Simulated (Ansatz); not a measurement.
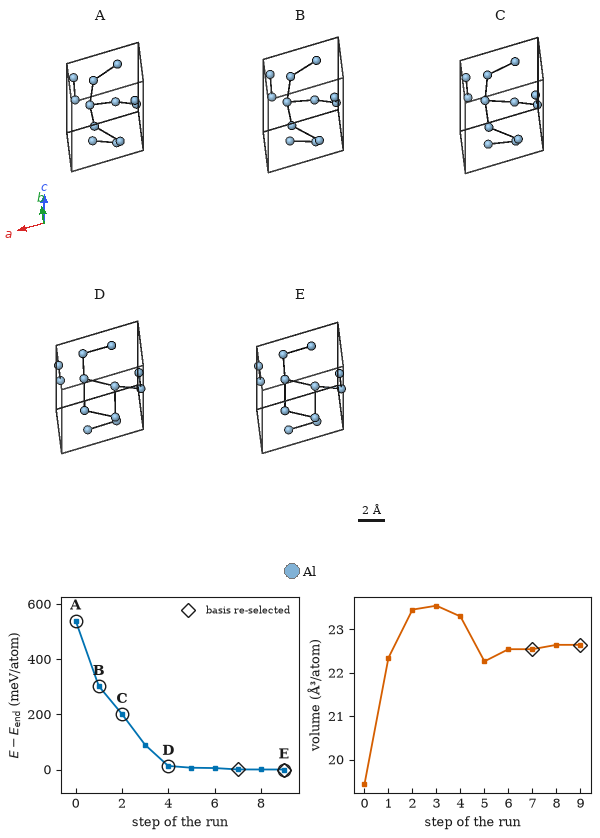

Frames of a relaxation of crystalline Al (a generated structure, set up in P6_522) (coarse preliminary run), marked on the history of the run. A ball-and-stick model of the cell of the calculation, seen from a free direction.

These are results of DFT PBE, scalar-relativistic, plane waves, PAW (Ansatz), not measurements. Set-up: plane-wave cutoff 420 eV; k-point mesh 3 × 3 × 4; occupations gaussian; smearing width 0.1 eV; no spin polarisation; cell and atoms relaxed; force threshold 0.04 eV/Å; at most 70 steps.

**What happens along the run?**

Over 7 accepted moves (9 points after the start) the energy falls by 540 meV per atom. The largest force component goes from 1.6 to 0.0038 eV/Å. The pressure goes from 16.51 to 0.03 GPa. At 2 points the geometry stayed and the basis and grid were re-selected for the new cell (energy shift of 5.0 meV per atom at most each time). The largest moves relative to the cell, 0.59 Å, are those of Al atoms. Cell: a = b 6.673 → 7.545 Å (+13.1 %), c 6.045 → 5.513 Å (−8.8 %). Volume +16.6 %. Some distances before and after: Al–Al 3.906 → 2.756 Å, Al–Al 2.366 → 2.756 Å, Al–Al 2.383 → 2.629 Å, Al–Al 2.466 → 2.624 Å. New bonds form: Al–Al (3.91 → 2.76 Å). Bond angles that change, for instance: Al–Al–Al 98.8° → 117.9°, Al–Al–Al 108.4° → 90.0°, Al–Al–Al 133.9° → 117.9°. The space group (tolerance 0.01 Å) goes from P6_522 (No. 179) to P6_422 (No. 181). Cost: 2.2 min on 1 thread of Intel(R) Xeon(R) Processor @ 2.50GHz (Skylake/Cascade Lake), with other jobs on the host, peak memory 0.44 GiB. From step 0 to 1: Al atoms move most (0.06 Å), volume +15.0 %, energy −238 meV per atom. From step 1 to 2: Al atoms move most (0.17 Å), volume +5.0 %, energy −101 meV per atom. From step 2 to 4: Al atoms move most (0.37 Å), volume −0.7 %, energy −188 meV per atom. From step 4 to 9: Al atoms move most (0.05 Å), volume −2.8 %, energy −12.9 meV per atom.

```csv
step,"E − E(0), meV/atom","largest force component, eV/Å","pressure, GPa","volume, Å³/atom",note
0,0.00,1.6076,16.51,19.426,
1,-237.56,0.7216,4.12,22.346,
2,-338.81,0.4440,0.45,23.458,
3,-450.57,0.3994,-1.18,23.549,
4,-527.07,0.1953,-1.56,23.300,
5,-533.58,0.0645,0.77,22.264,
6,-534.71,0.0086,0.05,22.545,
7,-539.71,0.0088,0.26,22.545,"same geometry, new basis"
8,-539.95,0.0039,0.03,22.645,
9,-539.98,0.0038,0.03,22.645,"same geometry, new basis"
```
